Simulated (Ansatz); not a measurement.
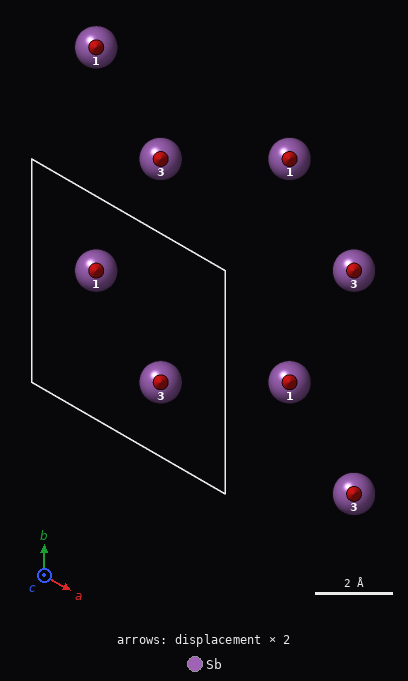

This is a relaxation of a crystal of Sb (a generated structure, set up in P6_3/mmc) (coarse preliminary run). The starting structure is drawn; red arrows show the displacements (the part carried along by the change of the cell is left out), 2 times their true length.

Style: ball-and-stick. Shown: the cell of the calculation, repeated 2 × 2 × 1 with one cell outlined, along the c axis.

Case: N → Sb on all its sites, cell and atoms relaxed.

These are results of DFT PBE+D3(BJ), scalar-relativistic, plane waves, PAW (Ansatz), not measurements.

Input
```yaml
crystal:
  lattice:
    - [5.8659194327, 0.0, 0.0]
    - [-2.9329597163, 5.0800352452, 0.0]
    - [0.0, 0.0, 11.3927057616]
  atoms:
    - { symbol: Sb, position: [0.3333333333, 0.6666666667, 0.3242381808] }
    - { symbol: Sb, position: [0.3333333333, 0.6666666667, 0.1757618192] }
    - { symbol: Sb, position: [0.6666666667, 0.3333333333, 0.8242381808] }
    - { symbol: Sb, position: [0.6666666667, 0.3333333333, 0.6757618192] }
basis:
  ecutwfc: 420
kpoints:
  mp_grid: { grid: [6, 6, 2] }
hamiltonian:
  xc: pbe
  dispersion: d3bj
scf:
  occupations: { method: gaussian, width: 0.1 }
output:
  forces: true
  stress: true
  eigenvalues: true
relax:
  adjacent_minimum: "off"
  f_tol: 0.05
  max_steps: 60
  cell: { stress_tol: 0.5 }
```

Command:
```bash
ansatz run input.yaml --threads 1 --pin off --max-ram 2560MiB --backend cpu --events-out ev --progress --plain --runs-dir out
```

What did the optimiser do to the structure, and how much energy did it gain?

Answer. The largest moves relative to the cell, 1.02 Å, are those of Sb1, Sb2, Sb3 and Sb4. Sb1 goes along +c. Cell: a = b 5.866 → 4.108 Å (−30.0 %), c 11.393 → 10.452 Å (−8.3 %). Volume −55.0 %. Among the contacts that change: Sb1–Sb4 5.245 → 2.880 Å, Sb1–Sb2 1.692 → 3.591 Å. New bonds form: Sb1–Sb4 (5.24 → 2.88 Å), Sb2–Sb3 (5.24 → 2.88 Å). Bonds break: Sb1–Sb2 (1.69 → 3.59 Å), Sb3–Sb4 (1.69 → 3.59 Å). The space group stays P6_3/mmc (No. 194). After 16 accepted moves (18 points after the start) the energy has fallen by 10114 meV per atom. Largest force component: 73 eV/Å at the start, 0.0056 eV/Å at the end. The pressure goes from 38.60 to −0.13 GPa. The line search rejected the trial step at point 14 of the run. At 1 point the geometry stayed and the basis and grid were re-selected for the new cell (energy shift of 1.5 meV per atom at most each time). The run took 2.8 min on 1 thread of Intel(R) Xeon(R) Platinum 8488C (Sapphire Rapids), with other jobs on the host, peak memory 0.57 GiB.
